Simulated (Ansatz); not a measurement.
**What a change does: single-point calculation on Hg**

System: Hg (P6₃/mmc, 2 atoms in the cell).
Method of run 1: DFT PBE+D3(BJ), scalar-relativistic, plane waves, PAW, no spin polarisation (Ansatz 0.2.0).

The structure derives from a Materials Project entry. Text and figures count atoms from 1; the logs count them from 0 in places.

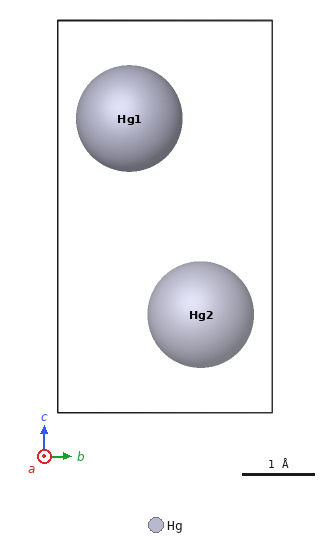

**Figure 1.** The structure (spheres-only view of the cell of the calculation, along the a axis; atoms are numbered from 1 in the order of the input).

### The input, run 1
```yaml
crystal:
  lattice:
    - [3.4618096384, 0.0, 0.0]
    - [-1.7309048192, 2.9980150899, 0.0]
    - [0.0, 0.0, 5.48754828]
  atoms:
    - { symbol: Hg, position: [0.66666667, 0.33333333, 0.75] }
    - { symbol: Hg, position: [0.33333333, 0.66666667, 0.25] }
basis:
  ecutwfc: 420
kpoints:
  mp_grid: { grid: [6, 6, 4] }
hamiltonian:
  xc: pbe
  dispersion: d3bj
scf:
  occupations: { method: gaussian, width: 0.1 }
output:
  forces: true
  stress: true
  eigenvalues: true
```

Launched with:
```bash
ansatz run input.yaml --threads 1 --pin off --max-ram 2560MiB --backend cpu --events-out ev --progress --plain --runs-dir out
```

Hardware: 1 thread of Intel Xeon (Granite Rapids), 128 GiB of memory available, shared host.

### Output, shortened to warnings, some set-up lines, iterations and results (run 1)
```
Basis set: ecut = 420 eV, 1093 PW (Γ), exchange–correlation on 48×48×80 points (8 copies of the dense FFT grid, shifted against one another)
Symmetry: 24 space group operations
k-points: 21 of 144
Initial density: superposition of atomic densities (neutral atoms: chi_scale 0, normalization atom), corrected by the library's trained network
[...]
SCF iter   1: F=—  HF=-27627.622381 eV  |F-HF|=—  |Δ(HF+E_count)|=         —  Δρ=2.32e-3  dr2=2.67e-3  ethr=1.77e-3  ⟨swp⟩=5.4  Hψ=1888  notcnv=0
SCF iter   2: F=—  HF=-27627.623400 eV  |F-HF|=—  |Δ(HF+E_count)|=   1.02e-3  Δρ=1.38e-3  dr2=1.04e-3  ethr=6.66e-6  ⟨swp⟩=2.1  Hψ=869  notcnv=0
SCF iter   3: F=—  HF=-27627.623420 eV  |F-HF|=—  |Δ(HF+E_count)|=   2.00e-5  Δρ=2.92e-4  dr2=3.52e-5  ethr=2.59e-6  ⟨swp⟩=2.2  Hψ=701  notcnv=0
SCF iter   4: F=—  HF=-27627.623452 eV  |F-HF|=—  |Δ(HF+E_count)|=   3.23e-5  Δρ=1.07e-4  dr2=6.80e-6  ethr=8.80e-8  ⟨swp⟩=2.0  Hψ=883  notcnv=0
SCF iter   5: F=—  HF=-27627.623451 eV  |F-HF|=—  |Δ(HF+E_count)|=   8.59e-7  Δρ=2.35e-5  dr2=3.22e-7  ethr=1.70e-8  ⟨swp⟩=2.0  Hψ=722  notcnv=0
SCF iter   6: F=-27627.623452 eV  HF=-27627.623452 eV  |F-HF|=3.81e-8  |Δ(HF+E_count)|=   6.93e-7  Δρ=6.17e-6  dr2=2.58e-8  ethr=2.50e-10  ⟨swp⟩=5.4  Hψ=2053  notcnv=0
SCF 1 converged in 6 iterations: F = -27627.623452 eV  dr2 = 2.58e-8
SCF converged after 6 iterations
Free energy (F): -27627.623452 eV
Harris-Foulkes:  -27627.623452 eV  (|F-HF|=3.81e-8)
Internal energy: -27627.621812 eV  (E = F + TS)
E sigma→0 (E₀):  -27627.622632 eV
Entropy (-TS):   -0.001640 eV (-0.820 meV/atom)
Fermi energy:    10.884542 eV
--- Per-component energies (eV) ---
  E_band       = -890.363464
  E_kinetic    = 1210.014371
  E_local      = -5573.855339  (includes V_loc(G=0)·N_el)
  E_nonlocal   = 145.441207
  E_hartree    = 2370.707314
  E_xc         = -440.946058
  E_vxc        = -524.452043  (∫ρ·V_xc dr)
  E_paw        = -19891.367156  (= ΣΔE_a)
  E_vpaw       = -888.931960  (= ΣTr[D̂ρ^β])
  E_aug_tail   = 0.001859  (compensation charges beyond the density's cutoff)
  E_ewald      = -5446.881454
  E_disp       = -0.736556  (pairwise vdW)
  E_smearing   = -0.001640  (= −TS)
  E_closure    = 0.000000  (closes the sum)
  Σ components = -27627.623452   (vs F -27627.623452, Δ=0.00e0)
--- Forces (eV/Å), atoms counted from 1 ---
  atom   1  Hg    -0.00000000     0.00000000     0.00000000
  atom   2  Hg    -0.00000000    -0.00000000     0.00000000
  max |Σ_I F_I| component: 2.78e-17 eV/Å
--- Stress (GPa, compression-positive) ---
       -0.950371       0.000000       0.000000
       -0.000000      -0.950371       0.000000
        0.000000       0.000000      -0.686282
  P = ⅓ Tr σ = -0.8623 GPa (-8.623 kbar)
```

For run 2 the input was changed thus:
```diff
-    - [3.4618096384, 0.0, 0.0]
-    - [-1.7309048192, 2.9980150899, 0.0]
-    - [0.0, 0.0, 5.48754828]
+    - [3.3426328282, 0.0, 0.0]
+    - [-1.6713164141, 2.8948049447, 0.0]
+    - [0.0, 0.0, 5.3059574186]
-    - { symbol: Hg, position: [0.66666667, 0.33333333, 0.75] }
-    - { symbol: Hg, position: [0.33333333, 0.66666667, 0.25] }
+    - { symbol: Hg, position: [0.6666666667, 0.3333333333, 0.75] }
+    - { symbol: Hg, position: [0.3333333333, 0.6666666667, 0.25] }
-  mp_grid: { grid: [6, 6, 4] }
+  mp_grid: { grid: [12, 12, 8], shift: [0.5, 0.5, 0.5] }
+  convergence: { dr2_threshold: 1.0e-06 }
```

What does this change do to the results?

With the same functional and potentials, run 2 lies 19.6 meV per atom lower (other lines of the input change too). The pressure goes from −0.86 to 0.07 GPa. The volume per atom goes from 28.48 to 25.67 Å³. The number of SCF iterations is the same. The irreducible k-points go from 21 to 168. The plane waves at Γ go from 1093 to 989.

### Output, shortened to warnings, some set-up lines, iterations and results (run 2)
```
Warning: crystal.symmetry: narrowed to the stabiliser of the k-point mesh — unitary ops 24 → 8; excluded 16 operations that carry a point of the 12×12×8 mesh (shift [0.5, 0.5, 0.5]) off the mesh (the run samples exactly the mesh kpoints.mp_grid names, as under crystal.symmetry.detect: false, and its converged state has the mesh's symmetry, not the crystal's; ε∞, the Born charges and the force …
Warning: scf.convergence.dr2_threshold = 1e-6 eV is looser than this run's default, which is 1e-7 eV or tighter. The error in the forces grows as the threshold's square root, so leave the key out unless less accurate forces are enough
Warning: output.stress: scf.convergence.dr2_threshold = 1e-6 eV is looser than the 2e-10 eV advised for a printed stress (1e-10 eV for each atom of the cell: 2). What an SCF threshold leaves in a stress goes as its square root, and in the free energy as the threshold itself, and one threshold admits the most on a small cell: of the crystals measured, under no hybrid functional and no lock of the …
Basis set: ecut = 420 eV, 989 PW (Γ), exchange–correlation on 48×48×72 points (8 copies of the dense FFT grid, shifted against one another)
Symmetry: 8 space group operations
k-points: 168 of 1152
Initial density: superposition of atomic densities (neutral atoms: chi_scale 0, normalization atom), corrected by the library's trained network
[...]
SCF iter   1: F=—  HF=-27627.661432 eV  |F-HF|=—  |Δ(HF+E_count)|=         —  Δρ=1.97e-3  dr2=1.41e-3  ethr=1.77e-3  ⟨swp⟩=5.6  Hψ=15329  notcnv=0
SCF iter   2: F=—  HF=-27627.662618 eV  |F-HF|=—  |Δ(HF+E_count)|=   1.19e-3  Δρ=1.24e-3  dr2=7.02e-4  ethr=3.53e-6  ⟨swp⟩=2.1  Hψ=7292  notcnv=0
SCF iter   3: F=—  HF=-27627.662567 eV  |F-HF|=—  |Δ(HF+E_count)|=   5.07e-5  Δρ=3.17e-4  dr2=3.41e-5  ethr=1.76e-6  ⟨swp⟩=2.0  Hψ=5712  notcnv=0
SCF iter   4: F=—  HF=-27627.662585 eV  |F-HF|=—  |Δ(HF+E_count)|=   1.74e-5  Δρ=1.06e-4  dr2=7.88e-6  ethr=8.53e-8  ⟨swp⟩=2.1  Hψ=7020  notcnv=0
SCF iter   5: F=-27627.662588 eV  HF=-27627.662588 eV  |F-HF|=4.12e-7  |Δ(HF+E_count)|=   3.04e-6  Δρ=2.93e-5  dr2=5.35e-7  ethr=1.97e-8  ⟨swp⟩=2.0  Hψ=6051  notcnv=0
SCF iter   6: F=-27627.662588 eV  HF=-27627.662588 eV  |F-HF|=3.16e-8  |Δ(HF+E_count)|=   4.95e-7  Δρ=8.38e-6  dr2=4.39e-8  ethr=1.34e-9  ⟨swp⟩=2.1  Hψ=14257  notcnv=0
SCF 1 converged in 6 iterations: F = -27627.662588 eV  dr2 = 4.39e-8
SCF converged after 6 iterations
Free energy (F): -27627.662588 eV
Harris-Foulkes:  -27627.662588 eV  (|F-HF|=3.16e-8)
Internal energy: -27627.660183 eV  (E = F + TS)
E sigma→0 (E₀):  -27627.661385 eV
Entropy (-TS):   -0.002406 eV (-1.203 meV/atom)
Fermi energy:    12.954601 eV
--- Per-component energies (eV) ---
  E_band       = -827.468762
  E_kinetic    = 1209.928643
  E_local      = -5252.492006  (includes V_loc(G=0)·N_el)
  E_nonlocal   = 145.052487
  E_hartree    = 2241.274110
  E_xc         = -441.445729
  E_vxc        = -525.237740  (∫ρ·V_xc dr)
  E_paw        = -19890.614631  (= ΣΔE_a)
  E_vpaw       = -887.277606  (= ΣTr[D̂ρ^β])
  E_aug_tail   = 0.001835  (compensation charges beyond the density's cutoff)
  E_ewald      = -5638.549143
  E_disp       = -0.815750  (pairwise vdW)
  E_smearing   = -0.002406  (= −TS)
  E_closure    = 0.000000  (closes the sum)
  Σ components = -27627.662588   (vs F -27627.662588, Δ=0.00e0)
--- Forces (eV/Å), atoms counted from 1 ---
  atom   1  Hg     0.00353789    -0.00204260     0.00000000
  atom   2  Hg    -0.00353789     0.00204260     0.00000000
  max |Σ_I F_I| component: 0.00e0 eV/Å
--- Stress (GPa, compression-positive) ---
        0.139540      -0.007120       0.000000
       -0.007120       0.131319       0.000000
        0.000000       0.000000      -0.065337
  P = ⅓ Tr σ = 0.0685 GPa (0.685 kbar)
```

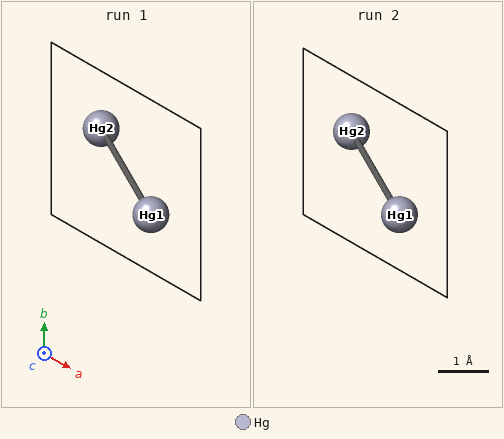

**Figure 2.** The two input geometries at one scale (ball-and-stick view of the cell of the calculation, along the c axis). The atoms keep their places relative to the cell (all moves are under 0.005 Å). Cell: a = b 3.462 → 3.343 Å (−3.4 %), c 5.488 → 5.306 Å (−3.3 %). Volume −9.9 %. Among the contacts that change: Hg1–Hg1 3.462 → 3.343 Å, Hg1–Hg2 3.395 → 3.281 Å.

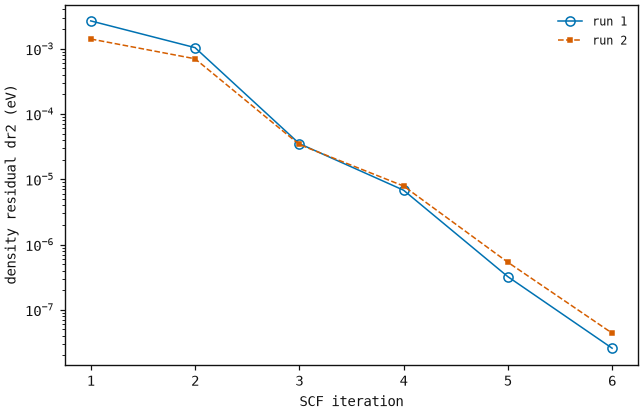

**Figure 3.** Convergence of the two runs: density residual dr2 against the SCF iteration. Run 1 takes 6 iterations in all, and run 2 takes 6.

### The two runs side by side

| quantity | run 1 | run 2 |
| --- | --- | --- |
| outcome | converged | converged |
| free energy per atom (eV) | −13813.8117 | −13813.8313 |
| energy per atom, smearing taken to zero (eV) | −13813.8113 | −13813.8307 |
| gap on the mesh (eV) | 0.00 | 0.00 |
| pressure (GPa) | −0.86 | 0.07 |
| volume per atom (Å³) | 28.48 | 25.67 |
| largest force (eV/Å) | 0.000 | 0.004 |
| SCF iterations | 6 | 6 |
| irreducible k-points | 21 | 168 |
| plane waves at Γ | 1093 | 989 |
| wall time (shared host) | 1 s | 4.7 s |

For both runs: Spin–orbit coupling is left out, which matters for Hg. For run 2: Warnings: the SCF threshold is loose for the printed forces; the SCF threshold is looser than advised for the printed stress; the k-point mesh lowers the symmetry that the run can use.
